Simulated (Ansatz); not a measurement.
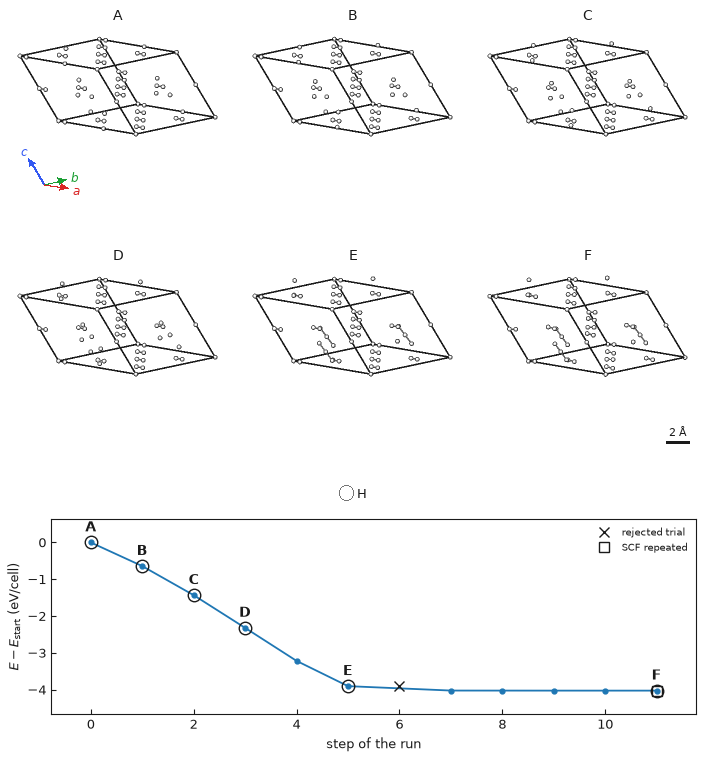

Frames of a relaxation of a defect cell of composition H (started half-way along a vacancy jump, in the symmetry of that start), marked on the history of the run. Style: ball-and-stick. Shown: the conventional cell (2 times the calculation's cell) (origin shifted), from a free direction. Lengths and directions refer to the drawn axes.

Level of theory: DFT PBE, scalar-relativistic, plane waves, PAW in Ansatz. Settings: plane-wave cutoff 420 eV; k-point mesh 4 × 4 × 4; occupations gaussian; smearing width 0.05 eV; no spin polarisation; atoms relaxed in a fixed cell; force threshold 0.02 eV/Å; at most 60 steps.

Describe the path.

Answer. The energy falls by 4.024 eV per cell of the calculation in 9 accepted moves (11 points after the start). The largest force component goes from 1.1 to 0.019 eV/Å. The line search rejected the trial step at point 6 of the run. 1 step only repeated the SCF at the same geometry. The largest moves, 1.07 Å, are those of H atoms. The lattice vectors keep their values. Near-neighbour distances that change, for instance: H–H 2.006 → 0.934 Å. Cost: 18 s on 4 threads of Intel(R) Xeon(R) Platinum 8488C (Sapphire Rapids), with other jobs on the host, peak memory 0.6 GiB. From step 0 to 1: H atoms move most (0.19 Å), energy −0.641 eV per cell of the calculation. From step 1 to 2: H atoms move most (0.20 Å), energy −0.790 eV per cell of the calculation. From step 2 to 3: H atoms move most (0.20 Å), energy −0.887 eV per cell of the calculation. From step 3 to 5: H atoms move most (0.39 Å), energy −1.583 eV per cell of the calculation. From step 5 to 11: H atoms move most (0.10 Å), energy −0.122 eV per cell of the calculation.

| step | E − E(0), meV/atom | largest force component, eV/Å | note |
| --- | --- | --- | --- |
| 0 | 0.00 | 1.1315 |  |
| 1 | -42.76 | 1.4106 |  |
| 2 | -95.44 | 1.6423 |  |
| 3 | -154.60 | 1.7631 |  |
| 4 | -214.37 | 1.6275 |  |
| 5 | -260.12 | 0.8594 |  |
| 6 | -259.16 | 1.2505 | rejected |
| 7 | -268.12 | 0.0824 |  |
| 8 | -268.18 | 0.0453 |  |
| 9 | -268.23 | 0.0474 |  |
| 10 | -268.24 | 0.0192 |  |
| 11 | -268.24 | 0.0192 | same geometry, SCF repeated |

Limits of the set-up: the periodic images lie only 7.0 Å apart, so the values are limited by the cell's size.
